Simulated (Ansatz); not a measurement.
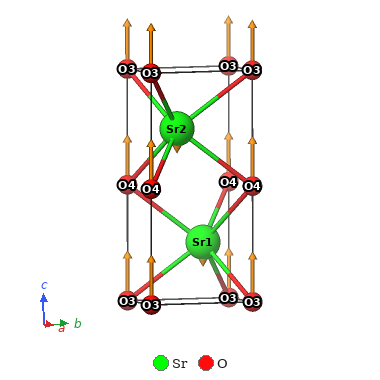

The system is SrO (P6_3/mmc, No. 194; 4 atoms in the cell); the picture shows the reference structure; orange arrows give the pattern of the mode. 
- The energy is mapped over a normal mode and a strain (zone-centre modes of the 4-atom cell of this scan) (x along [1 0 0], y along [1 2 0], z along [0 0 1] of the conventional cell).
- Coordinates scanned: (1) amplitude of mode 8 (198 cm⁻¹), largest displacement in the unstrained cell; (2) equal normal strain along x, y and z.
- Nothing is relaxed (the pattern is fixed in fractional coordinates).
- The scan uses an 11 × 7 grid; 42 points were computed and 35 follow by symmetry.
- Points are written as (first, second).
- Energies: meV per cell, counted from the lowest grid point.
- Method: DFT PBE, scalar-relativistic, plane waves, PAW in Ansatz. Settings: cutoff 520 eV, k-mesh 9×9×4 in the order of the run's cell vectors, gaussian smearing 0.05 eV, no spin polarisation.

Its coordinates:

```xyz
4
Lattice="3.5769 0.0000 0.0000 -1.7885 3.0977 0.0000 0.0000 0.0000 6.2426" Properties=species:S:1:pos:R:3 pbc="T T T"
Sr    0.0000    2.0652    1.5607
Sr    1.7885    1.0326    4.6820
O     0.0000    0.0000    0.0000
O     0.0000    0.0000    3.1213
```

Range: amplitude of mode 8 (198 cm⁻¹), largest displacement in the unstrained cell from −0.148 to 0.148 Å; equal normal strain along x, y and z from −2.50 to 2.50 %.

Question: What will the energy surface look like?

Answer: The lowest grid point is at (0.000 Å, 0.00 %). No other kind of well shows on this grid. The highest grid point, (−0.148 Å, −2.50 %), lies 201 meV above the lowest. The gap on the k-mesh is 3.0 eV at the lowest point and runs from 2.6 to 3.4 eV over the map.

```csv
"second ↓, first →",−0.148,−0.118,−0.089,−0.059,−0.030,0.000,0.030,0.059,0.089,0.118,0.148
2.50,126,113,103,96,92,91,92,96,103,113,126
1.67,85,69,57,48,43,42,43,48,57,69,85
0.83,63,44,29,19,13,11,13,19,29,44,63
0.00,62,39,22,10,2,0,2,10,22,39,62
−0.83,83,57,37,22,14,11,14,22,37,57,83
−1.67,129,99,76,60,50,47,50,60,76,99,129
−2.50,201,167,141,122,112,108,112,122,141,167,201
```

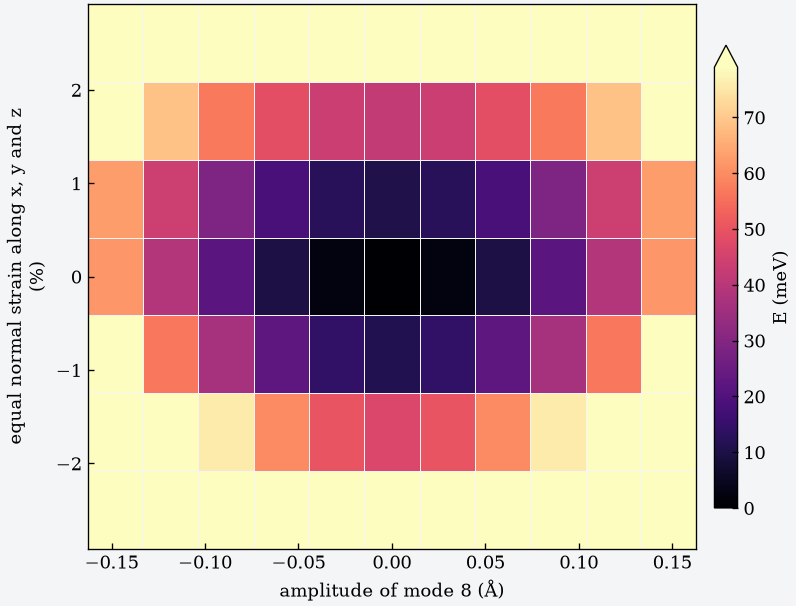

In the figure: one coloured cell a grid point, one colour for all values above the top of the scale.

Each point was launched as `ansatz run input.yaml --threads 1 --pin off --max-ram 2048MiB --backend cpu --events-out ev --progress --plain --runs-dir out`. The whole map (42 points run) took 6.7 min on 1 thread of Arm Neoverse N1, with other jobs on the host.
